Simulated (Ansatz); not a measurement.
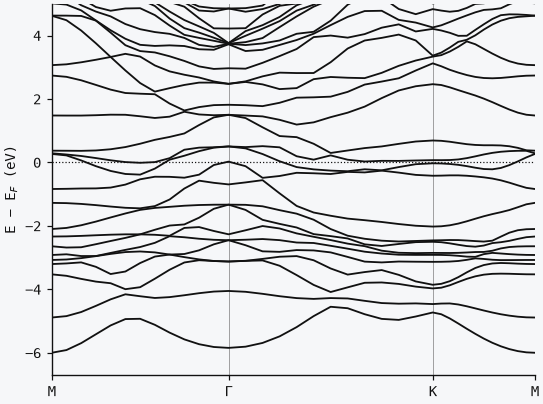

Band structure. Energies are counted from the Fermi level.

System: a (111) slab cut from HfC (Fm-3m), ended by C above and Hf below, 8 atoms in the cell.

Level of theory: DFT PBE, scalar-relativistic, plane waves, PAW, no spin polarisation, 12×12×1 k mesh, 420 eV cutoff; code Ansatz 0.2.0.

Q: Is there a gap at the Fermi level?

A: A metal: bands cross the Fermi level along this path.

Q: On which lines of the path do bands cross the Fermi level?

A: Bands cross the Fermi level on every line of the path.

Spin-orbit coupling is left out, which matters for Hf.
